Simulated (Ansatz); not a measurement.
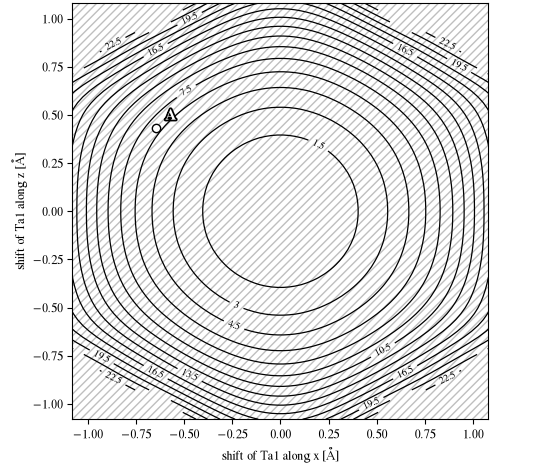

TaSi₂ (P6_422, No. 181; 9 atoms in the cell). One atom moved over a plane, all else fixed (x along [1 0 0], y along [1 2 0], z along [0 0 1] of the conventional cell). Coordinates scanned: (1) shift of Ta1 along x; (2) shift of Ta1 along z. Nothing is relaxed (all other atoms fixed). Grid: 11 × 11 points; 32 points were computed and 73 follow by symmetry. At 16 points there is no value (left out of the scan, as a rule where atoms come close). Points are written as (first, second). Energies are in eV per cell, from the lowest grid point. Level of theory: DFT PBE, scalar-relativistic, plane waves, PAW in Ansatz. Settings: cutoff 420 eV, k-mesh 9×9×6 in the order of the run's cell vectors, gaussian smearing 0.15 eV, no spin polarisation.

The picture shows contour lines labelled in eV (none above 22.5), hatched blanks where no value was computed, the point A. Between grid points the surface is interpolated.

Question: Is A at rest? If not, where is it pushed?

Answer: A, at (−0.648 Å, 0.432 Å), is not a stationary point. The computed force is 20 eV/Å in the plane, pointing down and right in the picture (components 15.4 and −12.5 eV/Å).

PAW datasets: the set soft_1.
